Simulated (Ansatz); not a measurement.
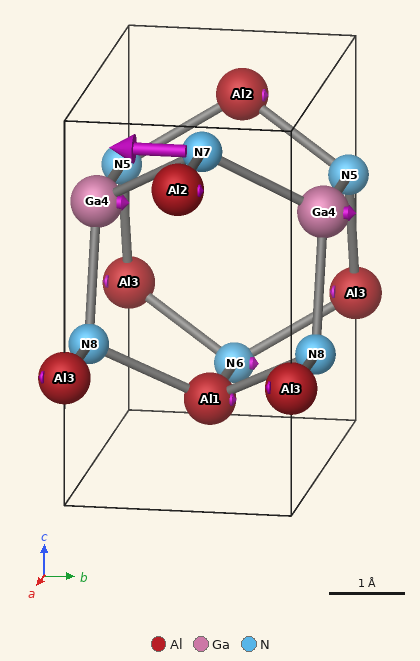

One vibrational mode of a crystal of Al3GaN4 at the zone centre. The purple arrows give the relative displacements of the atoms. A ball-and-stick model of the cell of the calculation, seen slightly off an axis.

All numbers below come from DFT LDA, scalar-relativistic, plane waves, PAW (Ansatz 0.2.0).

Input
```yaml
crystal:
  lattice:
    - [5.001881362, 0.0, 9.94853e-05]
    - [0.0, 3.1041516237, 0.0]
    - [-0.0032252481, 0.0, 5.3723544693]
  atoms:
    - { symbol: Al, position: [0.500309542, 0.5, 0.1673460892] }
    - { symbol: Al, position: [0.0008764991, 0.5, 0.8347693182] }
    - { symbol: Al, position: [0.0010864915, 0.0, 0.3317184175] }
    - { symbol: Ga, position: [0.4993095458, 0.0, 0.6662219583] }
    - { symbol: "N", position: [0.1115185392, 0.0, 0.6663488871] }
    - { symbol: "N", position: [0.1224313889, 0.5, 0.1671289816] }
    - { symbol: "N", position: [0.6249421241, 0.5, 0.8398843099] }
    - { symbol: "N", position: [0.6231248693, 0.0, 0.3265830383] }
basis:
  ecutwfc: 420
kpoints:
  mp_grid: { grid: [6, 8, 4] }
hamiltonian:
  xc: lda
scf:
  occupations: { method: fixed }
output:
  eigenvalues: true
phonons:
  method: dfpt
  dielectric: true
  rigid_motions: translations
  eigenvectors: true
```

Launched with:
```bash
ansatz run input.yaml --threads 4 --pin off --max-ram 12288MiB --backend cpu --events-out ev --progress --plain --runs-dir out
```

Frequencies are those without the non-analytic (LO–TO) term.

Describe the mode and give its frequency.

Answer. This is the A″ mode at 593 cm⁻¹, optical level 10 of 20, counted from below, infrared- and Raman-active by symmetry. All motion is along b; it stretches the Ga–N bonds (1.92 Å); the kinetic energy is shared as N 87 %, Ga 10 %, Al 3 %. Its infrared intensity is 14 (D/Å)²/amu.
